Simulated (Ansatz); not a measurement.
Input

```
crystal:
  lattice:
    - [0.0, 1.9135251587, 2.0092014167]
    - [1.9135251587, 0.0, 2.0092014167]
    - [1.9135251587, 1.9135251587, 0.0]
  atoms:
    - { symbol: Pd, position: [0.0, 0.0, 0.0] }
basis:
  ecutwfc: 420
kpoints:
  mp_grid: { grid: [24, 24, 24] }
hamiltonian:
  xc: pbesol
scf:
  occupations: { method: gaussian, width: 0.15 }
output:
  forces: true
  stress: true
  eigenvalues: true
  write_density: true
  write_potential: true
  elf: true
  volumetric_format: npy
```

Command:

```sh
ansatz run input.yaml --threads 1 --pin off --max-ram 2560MiB --backend cpu --events-out ev --progress --plain --runs-dir out
```

Below, planes, directions and counts refer to the conventional cell (a = 2.71 Å, b = 2.71 Å, c = 4.02 Å, α = 90.00°, β = 90.00°, γ = 90.00°).

Space group I4/mmm.

The calculation used DFT PBEsol, scalar-relativistic, plane waves, PAW (Ansatz).

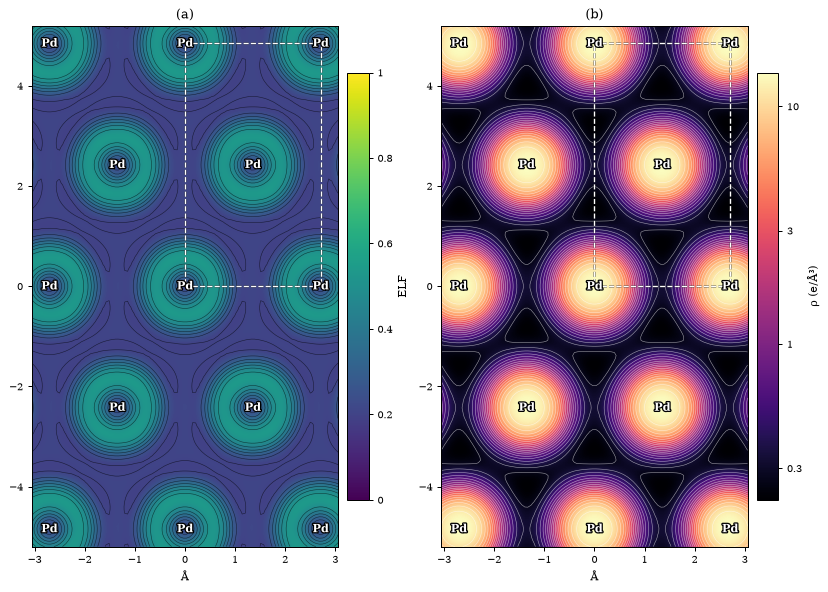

Pd. (a) electron localisation function; (b) valence electron density on the (011) plane of the conventional cell.

Core electrons are frozen (PAW), and the valence fields are smoothed inside the atomic spheres.

### Interpret the plot.

Atoms in the plane: Pd. Pd–Pd (2.71 Å): the density is about 0.32 e/Å³ at the midpoint; the ELF is about 0.20 at the midpoint; no localised pair shows between them. Pd–Pd (2.77 Å): ρ is about 0.29 e/Å³ halfway; the ELF is about 0.20 at the midpoint; no localised pair shows between them. Between the atoms the lowest density in this plane is 0.22 e/Å³. The features right at Pd lie inside the PAW spheres, where the map follows smoothed inner orbitals and isn't to be read closely.

### Does the calculation give a band gap?

It is metallic or semimetallic at this level of theory: no gap opens.
